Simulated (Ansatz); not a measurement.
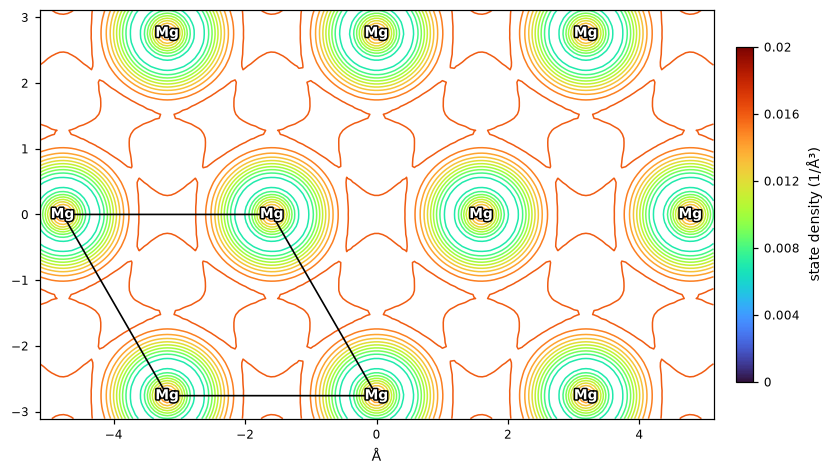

*Mg. Density of the Kohn–Sham states from −7.0 to −4.7 eV about the Fermi level (the lower third of the occupied valence band), scaled to one electron a cell: a map on the (001) plane of the conventional cell.*

Space group R-3m. This isn't the usual form at ambient conditions. The cell comes from a database of computed structures, not from a measurement.

Method: DFT PBE, scalar-relativistic, plane waves, PAW (Ansatz).

In a PAW calculation such maps are meaningful between the atoms, not at the nuclei.

### Which atoms and orbitals make up these states?

Projected on a minimal set of atomic orbitals (Löwdin), they are Mg 3s (over 95 %).
